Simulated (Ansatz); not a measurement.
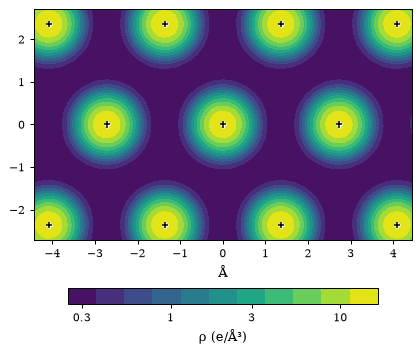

The valence charge density (pseudo) on a plane through atoms (crosses mark nuclei in the plane).

These are results of DFT, r2SCAN, plane waves (500 eV) with PAW, scalar-relativistic in Ansatz 0.2.0, not measurements.

Candidates:
A. V, a = 2.72 Å, b = 2.72 Å, c = 9.54 Å, α = 90.00°, β = 90.00°, γ = 120.00°. Space group P6₃/mmc; set up as V, dhcp; a generated structure, not necessarily the stable one; changed on purpose from its base cell (volume × 1.12); computed pressure about −17 GPa in this cell; computed without spin polarisation.
B. W, a = 2.76 Å, b = 2.76 Å, c = 9.83 Å, α = 90.00°, β = 90.00°, γ = 120.00°. Space group P6₃/mmc; set up as W, dhcp; a generated structure, not necessarily the stable one.
C. Be, a = 2.40 Å, b = 2.40 Å, c = 2.40 Å, α = 90.00°, β = 90.00°, γ = 90.00°. Space group Im-3m; set up as Be, bcc; a generated structure, not necessarily the stable one; changed on purpose from its base cell (volume × 0.88); computed pressure about 20 GPa in this cell.

Question: Which system is this?

Answer: Candidate A: V on the (001) plane of the conventional cell, which holds V. V–V (2.72 Å): ρ at the midpoint is about 0.26 e/Å³.
